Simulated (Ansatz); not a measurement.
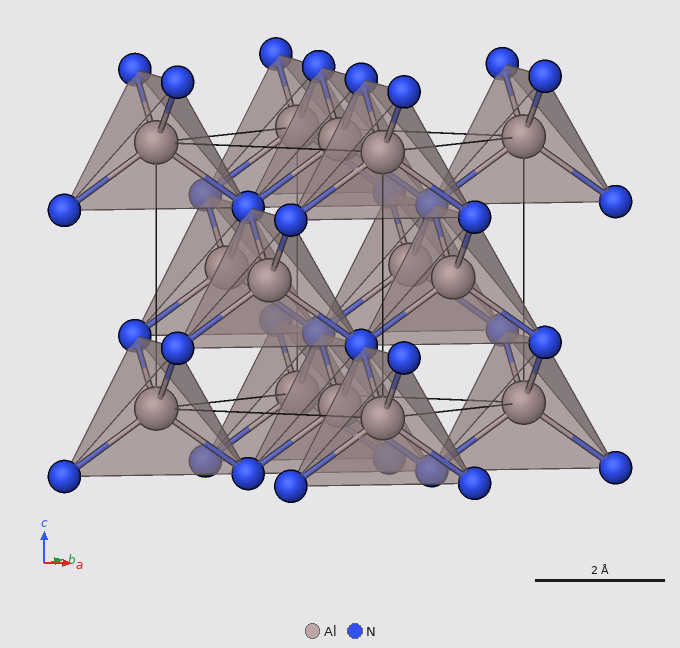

Figure 1. The starting structure (polyhedral view of the cell 4 times as large as that of the calculation, set on its symmetry axes, seen at an oblique angle; polyhedra are completed across the faces of the cell).

# Run report: AlN, geometry relaxation (part 1 of 2)

System: AlN (F-43m, 2 atoms in the cell).
Method: DFT, PBE, plane waves, PAW, no spin polarisation (Ansatz 0.2.0).

The structure was built on a prototype by a generator.

What the program printed
```
Engine: ansatz 0.2.0, x86_64-unknown-linux-gnu
Pseudopotentials: kind: paw
Pseudopotential: Al, paw, valence charge 3, recommended cutoff 420 eV (normal), Al.paw.azcp
Pseudopotential: N, paw, valence charge 5, recommended cutoff 420 eV (normal), N.paw.azcp
Functional definition: PBE
  parameter kappa = 0.804
  parameter beta = 0.06672455060314922
  exchange = pbe_x(kappa = kappa, mu = beta*pi^2/3)
  correlation = pbe_c(beta = beta)
Crystal: 2 atoms, lattice volume = 17.699 Å³
Basis set: ecut = 420 eV, 331 PW (Γ), exchange–correlation on 40×40×40 points (8 copies of the dense FFT grid, shifted against one another)
Bands: 8, of which v1, the nominal top of the filled ones, is band 4 counted from 1 (3 counted from 0)
Symmetry: 24 space group operations
Space group: F-43m (ITA 216), of the structure as read, at distance tolerance 2.6e-5 Å
k-points: 47 of 1000 (time reversal used)
Non-local potential: Al, projectors of the file, l = 0: 2, l = 1: 2, l = 2: 1
Non-local potential: N, projectors of the file, l = 0: 2, l = 1: 2, l = 2: 1
PAW form: soft (Blöchl's): semilocal exchange-correlation on the pseudo side does not see the compensation charge
PAW one-centre angular grid: Al, 110 points (default); XC on 64 Gauss nodes
PAW one-centre angular grid: N, 110 points (default); XC on 64 Gauss nodes
Initial density: superposition of atomic densities (neutral atoms: chi_scale 0, normalization atom), corrected by the library's trained network
Initial wavefunctions: pseudopotential atomic-orbital guess
Functional: x = pbe(κ = 0.804, μ = 0.2195149727645171), c = pbe(β = 0.06672455060314922)
SCF iter   1: F=—  HF=-923.704885 eV  |F-HF|=—  |Δ(HF+E_count)|=         —  Δρ=1.53e-3  dr2=3.12e-4  ethr=1.77e-3  ⟨swp⟩=5.2  Hψ=2832  notcnv=0
preconditioner: auto → none  [insulator: Δε(μ)=3.377 eV  Ē_g=17.053 eV  σ=0.020 eV  W_gap=1.00  n_scr=0 (ndim 8)  ℏωp=25.0 eV  f_vac=0.000  D(μ)=0.00/eV (n_scr^D=0)  ε∞_Penn≈3.1]
SCF iter   2: F=—  HF=-923.704951 eV  |F-HF|=—  |Δ(HF+E_count)|=   6.60e-5  Δρ=7.03e-4  dr2=3.54e-5  ethr=3.90e-6  ⟨swp⟩=2.3  Hψ=1013  notcnv=0
SCF iter   3: F=—  HF=-923.705123 eV  |F-HF|=—  |Δ(HF+E_count)|=   1.71e-4  Δρ=3.03e-4  dr2=6.61e-6  ethr=4.42e-7  ⟨swp⟩=2.4  Hψ=557  notcnv=0
iter 4 did not close the SCF: its close was put off for the readings that it lacked (scf_convergence_deferred on its scf_iter line)
SCF iter   4: F=-923.705134 eV  HF=-923.705134 eV  |F-HF|=2.65e-8  |Δ(HF+E_count)|=   1.19e-5  Δρ=2.71e-5  dr2=6.81e-8  ethr=8.27e-8  ⟨swp⟩=2.9  Hψ=600  notcnv=0
iter 5 did not close the SCF: its close was put off for the readings that it lacked (scf_convergence_deferred on its scf_iter line)
SCF iter   5: F=-923.705135 eV  HF=-923.705135 eV  |F-HF|=3.20e-9  |Δ(HF+E_count)|=   3.77e-8  Δρ=5.72e-6  dr2=2.08e-9  ethr=8.51e-10  ⟨swp⟩=2.7  Hψ=598  notcnv=0
SCF iter   6: F=-923.705135 eV  HF=-923.705135 eV  |F-HF|=1.33e-11  |Δ(HF+E_count)|=   3.75e-9  Δρ=7.59e-7  dr2=4.59e-11  ethr=2.59e-11  ⟨swp⟩=1.2  Hψ=1168  notcnv=0
SCF 1 converged in 6 iterations: F = -923.705135 eV  dr2 = 4.59e-11
  greatest PAW one-centre occupation: 0.801 electrons in one spin orbital (limit 2), on the N atom at site 1 (counted from 0), in its partial waves of l = 0
relax step   1: F+E_penalty+E_count = -923.70513451 eV  Δ(F+E_penalty+E_count) = +0.000e0 eV  max|allowed force component| = 1.804e-16 eV/Å  Δτ_max = 0.0000 Å  P = +51.757 GPa  Ω = 17.699 Å³  (6 SCF iters, dr2 threshold 1.00e-7 eV, accepted)
Crystal: 2 atoms, lattice volume = 19.177 Å³
Basis set: ecut = 420 eV, 339 PW (Γ), exchange–correlation on 40×40×40 points (8 copies of the dense FFT grid, shifted against one another)
Initial density: handed on by an earlier stage of this run
Initial wavefunctions: those handed on with the density
iter 1 solved again at ethr=1.33e-3 eV; its pass at ethr=3.10e-3 eV (dr2=1.07e-1 eV) is discarded
SCF iter   1: F=—  HF=-924.078619 eV  |F-HF|=—  |Δ(HF+E_count)|=         —  Δρ=2.24e-2  dr2=1.05e-1  ethr=1.33e-3  ⟨swp⟩=1.0  Hψ=3322  notcnv=0
preconditioner: auto → none  [insulator: Δε(μ)=3.069 eV  Ē_g=16.095 eV  σ=0.020 eV  W_gap=1.00  n_scr=0 (ndim 8)  ℏωp=24.0 eV  f_vac=0.000  D(μ)=0.00/eV (n_scr^D=0)  ε∞_Penn≈3.2]
SCF iter   2: F=—  HF=-924.049520 eV  |F-HF|=—  |Δ(HF+E_count)|=   2.91e-2  Δρ=8.78e-3  dr2=9.35e-3  ethr=1.32e-3  ⟨swp⟩=2.4  Hψ=732  notcnv=0
SCF iter   3: F=—  HF=-924.046278 eV  |F-HF|=—  |Δ(HF+E_count)|=   3.24e-3  Δρ=1.92e-3  dr2=4.37e-4  ethr=1.17e-4  ⟨swp⟩=2.4  Hψ=736  notcnv=0
SCF iter   4: F=—  HF=-924.046107 eV  |F-HF|=—  |Δ(HF+E_count)|=   1.71e-4  Δρ=1.81e-4  dr2=3.02e-6  ethr=5.46e-6  ⟨swp⟩=2.7  Hψ=744  notcnv=0
SCF iter   5: F=—  HF=-924.046311 eV  |F-HF|=—  |Δ(HF+E_count)|=   2.04e-4  Δρ=1.65e-5  dr2=1.99e-8  ethr=2.50e-9  ⟨swp⟩=4.0  Hψ=1128  notcnv=0
SCF iter   6: F=-924.046311 eV  HF=-924.046311 eV  |F-HF|=8.60e-10  |Δ(HF+E_count)|=   3.38e-8  Δρ=2.57e-6  dr2=5.02e-10  ethr=2.49e-10  ⟨swp⟩=1.4  Hψ=1175  notcnv=0
SCF 2 converged in 6 iterations: F = -924.046311 eV  dr2 = 5.02e-10
  greatest PAW one-centre occupation: 0.794 electrons in one spin orbital (limit 2), on the N atom at site 1 (counted from 0), in its partial waves of l = 0
relax step   2: F+E_penalty+E_count = -924.04631149 eV  Δ(F+E_penalty+E_count) = -3.412e-1 eV  max|allowed force component| = 1.665e-16 eV/Å  Δτ_max = 0.0000 Å  P = +24.732 GPa  Ω = 19.177 Å³  energy of the carried Pulay correction = -4.736e-3 eV  (6 SCF iters, dr2 threshold 2.00e-7 eV, accepted)
Crystal: 2 atoms, lattice volume = 20.762 Å³
Basis set: ecut = 420 eV, 411 PW (Γ), exchange–correlation on 40×40×40 points (8 copies of the dense FFT grid, shifted against one another)
iter 1 solved again at ethr=1.21e-3 eV; its pass at ethr=3.10e-3 eV (dr2=9.67e-2 eV) is discarded
SCF iter   1: F=—  HF=-924.206003 eV  |F-HF|=—  |Δ(HF+E_count)|=         —  Δρ=2.01e-2  dr2=9.53e-2  ethr=1.21e-3  ⟨swp⟩=1.0  Hψ=3331  notcnv=0
preconditioner: auto → none  [insulator: Δε(μ)=3.055 eV  Ē_g=15.314 eV  σ=0.020 eV  W_gap=1.00  n_scr=0 (ndim 8)  ℏωp=23.1 eV  f_vac=0.000  D(μ)=0.00/eV (n_scr^D=0)  ε∞_Penn≈3.3]
SCF iter   2: F=—  HF=-924.181729 eV  |F-HF|=—  |Δ(HF+E_count)|=   2.43e-2  Δρ=8.94e-3  dr2=1.14e-2  ethr=1.19e-3  ⟨swp⟩=2.2  Hψ=729  notcnv=0
SCF iter   3: F=—  HF=-924.178077 eV  |F-HF|=—  |Δ(HF+E_count)|=   3.65e-3  Δρ=1.80e-3  dr2=4.58e-4  ethr=1.43e-4  ⟨swp⟩=2.5  Hψ=743  notcnv=0
SCF iter   4: F=—  HF=-924.177967 eV  |F-HF|=—  |Δ(HF+E_count)|=   1.10e-4  Δρ=1.61e-4  dr2=2.68e-6  ethr=5.72e-6  ⟨swp⟩=2.7  Hψ=744  notcnv=0
SCF iter   5: F=—  HF=-924.178221 eV  |F-HF|=—  |Δ(HF+E_count)|=   2.54e-4  Δρ=1.64e-5  dr2=2.79e-8  ethr=2.50e-9  ⟨swp⟩=4.0  Hψ=1128  notcnv=0
SCF iter   6: F=-924.178221 eV  HF=-924.178221 eV  |F-HF|=1.09e-9  |Δ(HF+E_count)|=   3.75e-8  Δρ=2.58e-6  dr2=5.97e-10  ethr=3.49e-10  ⟨swp⟩=1.3  Hψ=1186  notcnv=0
SCF 3 converged in 6 iterations: F = -924.178221 eV  dr2 = 5.97e-10
  greatest PAW one-centre occupation: 0.789 electrons in one spin orbital (limit 2), on the N atom at site 1 (counted from 0), in its partial waves of l = 0
relax step   3: F+E_penalty+E_count = -924.17822101 eV  Δ(F+E_penalty+E_count) = -1.319e-1 eV  max|allowed force component| = 1.596e-16 eV/Å  Δτ_max = 0.0000 Å  P = +4.060 GPa  Ω = 20.762 Å³  energy of the carried Pulay correction = -9.411e-3 eV  (6 SCF iters, dr2 threshold 2.00e-7 eV, accepted)
Crystal: 2 atoms, lattice volume = 21.104 Å³
iter 1 solved again at ethr=4.45e-5 eV; its pass at ethr=3.10e-3 eV (dr2=3.56e-3 eV) is discarded
SCF iter   1: F=—  HF=-924.182822 eV  |F-HF|=—  |Δ(HF+E_count)|=         —  Δρ=3.86e-3  dr2=3.60e-3  ethr=4.45e-5  ⟨swp⟩=1.0  Hψ=3151  notcnv=0
preconditioner: auto → none  [insulator: Δε(μ)=3.265 eV  Ē_g=15.256 eV  σ=0.020 eV  W_gap=1.00  n_scr=0 (ndim 8)  ℏωp=22.9 eV  f_vac=0.000  D(μ)=0.00/eV (n_scr^D=0)  ε∞_Penn≈3.2]
SCF iter   2: F=—  HF=-924.181913 eV  |F-HF|=—  |Δ(HF+E_count)|=   9.09e-4  Δρ=1.78e-3  dr2=4.72e-4  ethr=4.45e-5  ⟨swp⟩=2.3  Hψ=732  notcnv=0
SCF iter   3: F=—  HF=-924.181767 eV  |F-HF|=—  |Δ(HF+E_count)|=   1.47e-4  Δρ=3.57e-4  dr2=1.87e-5  ethr=5.90e-6  ⟨swp⟩=2.5  Hψ=600  notcnv=0
SCF iter   4: F=—  HF=-924.182021 eV  |F-HF|=—  |Δ(HF+E_count)|=   2.55e-4  Δρ=3.16e-5  dr2=9.76e-8  ethr=2.50e-9  ⟨swp⟩=3.0  Hψ=1461  notcnv=0
SCF iter   5: F=-924.182021 eV  HF=-924.182021 eV  |F-HF|=1.28e-9  |Δ(HF+E_count)|=   8.58e-8  Δρ=2.48e-6  dr2=7.43e-10  ethr=1.22e-9  ⟨swp⟩=2.0  Hψ=1253  notcnv=0
SCF 4 converged in 5 iterations: F = -924.182021 eV  dr2 = 7.43e-10
  greatest PAW one-centre occupation: 0.788 electrons in one spin orbital (limit 2), on the N atom at site 1 (counted from 0), in its partial waves of l = 0
relax step   4: F+E_penalty+E_count = -924.18202136 eV  Δ(F+E_penalty+E_count) = -3.800e-3 eV  max|allowed force component| = 1.550e-16 eV/Å  Δτ_max = 0.0000 Å  P = +0.439 GPa  Ω = 21.104 Å³  energy of the carried Pulay correction = -1.037e-2 eV  (5 SCF iters, dr2 threshold 2.00e-7 eV, accepted)
Crystal: 2 atoms, lattice volume = 21.146 Å³
iter 1 solved again at ethr=6.57e-7 eV; its pass at ethr=3.10e-3 eV (dr2=5.26e-5 eV) is discarded
SCF iter   1: F=—  HF=-924.181718 eV  |F-HF|=—  |Δ(HF+E_count)|=         —  Δρ=4.70e-4  dr2=5.34e-5  ethr=6.57e-7  ⟨swp⟩=1.0  Hψ=2952  notcnv=0
preconditioner: auto → none  [insulator: Δε(μ)=3.311 eV  Ē_g=15.259 eV  σ=0.020 eV  W_gap=1.00  n_scr=0 (ndim 8)  ℏωp=22.8 eV  f_vac=0.000  D(μ)=0.00/eV (n_scr^D=0)  ε∞_Penn≈3.2]
SCF iter   2: F=—  HF=-924.181965 eV  |F-HF|=—  |Δ(HF+E_count)|=   2.47e-4  Δρ=2.21e-4  dr2=7.40e-6  ethr=6.57e-7  ⟨swp⟩=2.2  Hψ=542  notcnv=0
SCF iter   3: F=—  HF=-924.181963 eV  |F-HF|=—  |Δ(HF+E_count)|=   2.28e-6  Δρ=4.32e-5  dr2=2.76e-7  ethr=9.25e-8  ⟨swp⟩=2.6  Hψ=548  notcnv=0
SCF iter   4: F=-924.181963 eV  HF=-924.181963 eV  |F-HF|=1.12e-9  |Δ(HF+E_count)|=   5.24e-8  Δρ=3.54e-6  dr2=1.53e-9  ethr=2.50e-9  ⟨swp⟩=4.0  Hψ=1072  notcnv=0
SCF 5 converged in 4 iterations: F = -924.181963 eV  dr2 = 1.53e-9
relax step   5: F+E_penalty+E_count = -924.18196306 eV  Δ(F+E_penalty+E_count) = +5.830e-5 eV  max|allowed force component| = 1.388e-16 eV/Å  Δτ_max = 0.0000 Å  P = +0.010 GPa  Ω = 21.146 Å³  energy of the carried Pulay correction = -1.049e-2 eV  (4 SCF iters, dr2 threshold 2.00e-7 eV, accepted)
Basis set: ecut = 420 eV, 411 PW (Γ), exchange–correlation on 48×48×48 points (8 copies of the dense FFT grid, shifted against one another)
Initial wavefunctions: pseudopotential atomic-orbital guess (no wavefunctions were taken with the density)
iter 1 solved again at ethr=1.60e-6 eV; its pass at ethr=3.10e-3 eV (dr2=1.28e-4 eV) is discarded
SCF iter   1: F=—  HF=-924.209688 eV  |F-HF|=—  |Δ(HF+E_count)|=         —  Δρ=1.65e-3  dr2=1.02e-4  ethr=1.60e-6  ⟨swp⟩=2.0  Hψ=3625  notcnv=0
preconditioner: auto → none  [insulator: Δε(μ)=3.323 eV  Ē_g=15.262 eV  σ=0.020 eV  W_gap=1.00  n_scr=0 (ndim 8)  ℏωp=22.8 eV  f_vac=0.000  D(μ)=0.00/eV (n_scr^D=0)  ε∞_Penn≈3.2]
SCF iter   2: F=—  HF=-924.209836 eV  |F-HF|=—  |Δ(HF+E_count)|=   1.47e-4  Δρ=7.82e-4  dr2=2.86e-5  ethr=1.27e-6  ⟨swp⟩=2.1  Hψ=544  notcnv=0
SCF iter   3: F=—  HF=-924.209930 eV  |F-HF|=—  |Δ(HF+E_count)|=   9.48e-5  Δρ=3.64e-4  dr2=4.29e-6  ethr=3.58e-7  ⟨swp⟩=2.4  Hψ=560  notcnv=0
SCF iter   4: F=—  HF=-924.209944 eV  |F-HF|=—  |Δ(HF+E_count)|=   1.39e-5  Δρ=2.48e-5  dr2=3.44e-8  ethr=5.37e-8  ⟨swp⟩=2.0  Hψ=564  notcnv=0
SCF iter   5: F=—  HF=-924.209943 eV  |F-HF|=—  |Δ(HF+E_count)|=   8.59e-7  Δρ=8.36e-7  dr2=5.55e-11  ethr=4.30e-10  ⟨swp⟩=2.3  Hψ=545  notcnv=0
SCF iter   6: F=-924.209943 eV  HF=-924.209943 eV  |F-HF|=1.59e-12  |Δ(HF+E_count)|=  1.06e-10  Δρ=1.09e-7  dr2=5.77e-13  ethr=1.00e-12  ⟨swp⟩=5.0  Hψ=1313  notcnv=0
SCF 6 converged in 6 iterations: F = -924.209943 eV  dr2 = 5.77e-13
  greatest PAW one-centre occupation: 0.787 electrons in one spin orbital (limit 2), on the N atom at site 1 (counted from 0), in its partial waves of l = 0
relax step   6: F+E_penalty+E_count = -924.20994328 eV  Δ(F+E_penalty+E_count) = -2.798e-2 eV  max|allowed force component| = 1.550e-16 eV/Å  Δτ_max = 0.0000 Å  P = +1.812 GPa  Ω = 21.146 Å³  stress off target by 1.81e0 GPa  SCF on the basis re-selected at this cell (its energy is not comparable with the rows above)  (6 SCF iters)
basis re-selected at this cell: Δ(F+E_penalty+E_count) = -2.798e-2 eV, ΔP = +1.802 GPa vs the last step (what re-selecting the basis moved, of the pressure what is left beyond the Pulay correction that the steps carried, after the strain that the cell walked since its last selection, with what the two solves' SCF thresholds leave and, on support functions, any second-order correction that the steps lacked; it is no measure of the basis error at this ecutwfc). The dense FFT grid was sized anew with the basis: this SCF ran on 24×24×24 points, the steps before it on 20×20×20, so part of this shift can come from that change (see relax.cell in the input reference). This SCF's stress stands 1.81e0 GPa from its target on what of the cell is left free (relax.cell.stress_tol is 5.00e-2 GPa) and its largest allowed force component is 1.55e-16 eV/Å (relax.f_tol is 5.00e-3 eV/Å): not within both, so this SCF does not close the relaxation
Crystal: 2 atoms, lattice volume = 21.326 Å³
iter 1 solved again at ethr=1.14e-5 eV; its pass at ethr=3.10e-3 eV (dr2=9.12e-4 eV) is discarded
```
